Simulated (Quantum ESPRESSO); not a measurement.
# Energy of C along an even scaling of the cell

System: C (Fd-3m, 2 atoms in the cell).
Method: Kohn-Sham DFT of a periodic cell, PBE, SSSP 1.3 efficiency PBE, no spin polarisation (Quantum ESPRESSO 7.5).

The 7 runs differ only in the geometry, by an even scaling of the cell at fixed fractional positions. The structure derives from an entry of the Crystallography Open Database.

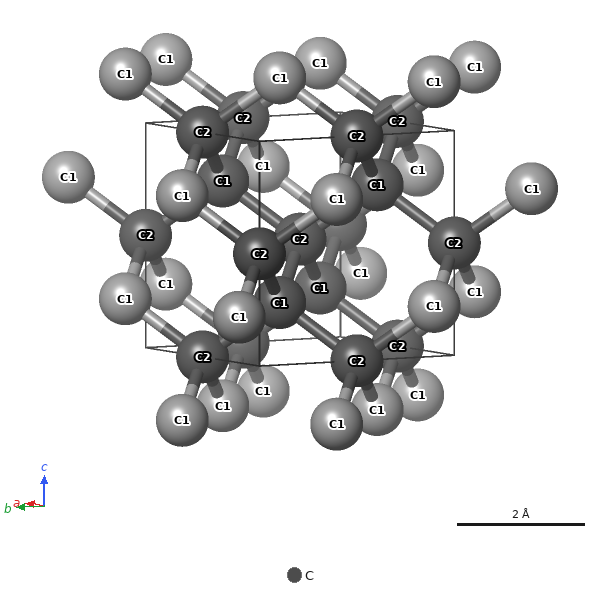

Figure 1. The structure of run 4 (ball-and-stick view of the cell 4 times as large as that of the calculation, set on its symmetry axes, seen at an oblique angle; neighbours outside the cell are drawn fainter; atoms are numbered from 1 in the order of the input).

### Input of run 4
```
&CONTROL
  calculation = 'scf'
  prefix = 'pwscf'
  outdir = './tmp'
  pseudo_dir = './pseudo'
  tprnfor = .true.
  tstress = .true.
  disk_io = 'nowf'
/
&SYSTEM
  ibrav = 0
  nat = 2
  ntyp = 1
  ecutwfc = 55
  ecutrho = 440
  nbnd = 9
  occupations = 'smearing'
  smearing = 'fd'
  degauss = 0.00367493
/
&ELECTRONS
  conv_thr = 4d-10
  electron_maxstep = 120
  mixing_beta = 0.5
/
ATOMIC_SPECIES
C     12.0110 C.pbe-n-kjpaw_psl.1.0.0.UPF
CELL_PARAMETERS angstrom
   0.0000000000    1.7833700000    1.7833700000
   1.7833700000    0.0000000000    1.7833700000
   1.7833700000    1.7833700000    0.0000000000
ATOMIC_POSITIONS crystal
C      0.7500000000    0.7500000000    0.7500000000
C      0.5000000000    0.5000000000    0.5000000000
K_POINTS automatic
13 13 13 0 0 0
```

Command:
```bash
OMP_NUM_THREADS=1 pw.x -in pw.in > pw.out
```

Run 3 differs from it as follows:
```diff
-   0.0000000000    1.7833700000    1.7833700000
-   1.7833700000    0.0000000000    1.7833700000
-   1.7833700000    1.7833700000    0.0000000000
+   0.0000000000    1.7714007132    1.7714007132
+   1.7714007132    0.0000000000    1.7714007132
+   1.7714007132    1.7714007132    0.0000000000
```

### Results, with one run withheld

```csv
run,volume per atom (Å³),"free energy per atom, from the lowest run given (meV)",pressure (GPa),gap on the mesh (eV)
1,5.332,35.90,32.60,4.29
2,5.445,16.61,21.40,4.25
3,5.558,?,?,?
4,5.672,0.00,1.94,4.16
5,5.785,1.39,−6.49,4.11
6,5.899,8.51,−14.18,4.07
7,6.012,20.82,−21.17,4.03
```

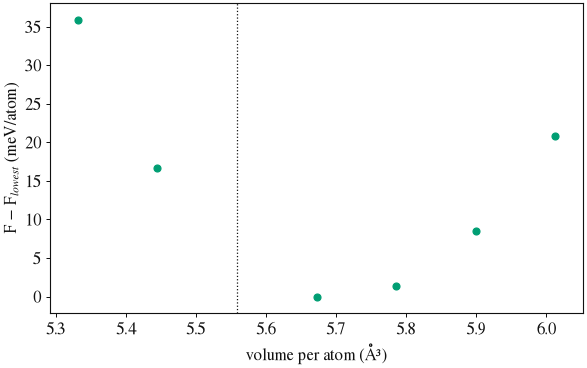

Figure 2. Free energy per atom of the runs given; the dotted line marks run 3.

Estimate the energy of run 3 from the others.

A cubic polynomial in V^(−2/3) (the Birch–Murnaghan form), fitted to the 6 runs given, misses them by at most 0.03 meV per atom. With x = V^(−2/3) − 0.31404 Å⁻², it reads F = −0.13684 + 253.49 x + 1.7696e+05 x² − 73436 x³ (meV per atom). At run 3 it gives 4.89 meV per atom, and the run itself gives 4.86. The slope of the fit gives a pressure −dF/dV of 11.63 GPa there, and the run prints 11.22 GPa. The two needn't agree exactly: the fit is approximate, and the printed stress is taken on a finite basis. The fit has its minimum at 5.702 Å³ per atom, where V d²F/dV² gives 434 GPa: the bulk modulus at this level, since symmetry fixes the shape and the positions. The gap on the mesh goes, without turning, from 4.29 eV in run 1 to 4.03 eV in run 7; run 3 has 4.20 eV. These are gaps of this functional on this mesh, which can miss the band edges; they aren't the measured gap.

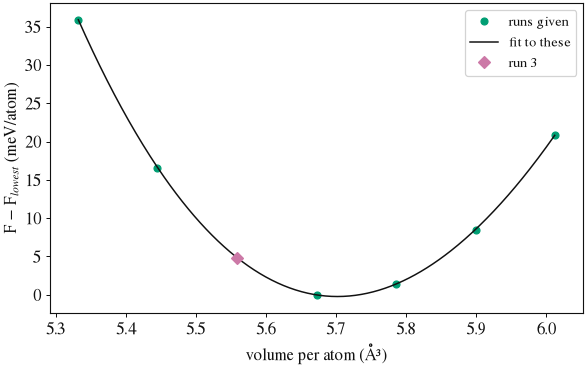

Figure 3. The fit and the withheld run.

### Some lines of the output (run 3)
```
[...]
     unit-cell volume          =      75.0200 (a.u.)^3
     number of k points=    84  Fermi-Dirac smearing, width (Ry)=  0.0037
     total energy              =     -36.86749865 Ry
     total energy              =     -36.86498684 Ry
     total energy              =     -36.86655686 Ry
     total energy              =     -36.86658895 Ry
     total energy              =     -36.86659017 Ry
     total energy              =     -36.86659019 Ry
     the Fermi energy is    15.9296 ev
!    total energy              =     -36.86659019 Ry
     The total energy is F=E-TS. E is the sum of the following terms:
     Computing stress (Cartesian axis) and pressure
          total   stress  (Ry/bohr**3)                   (kbar)     P=      112.15
```
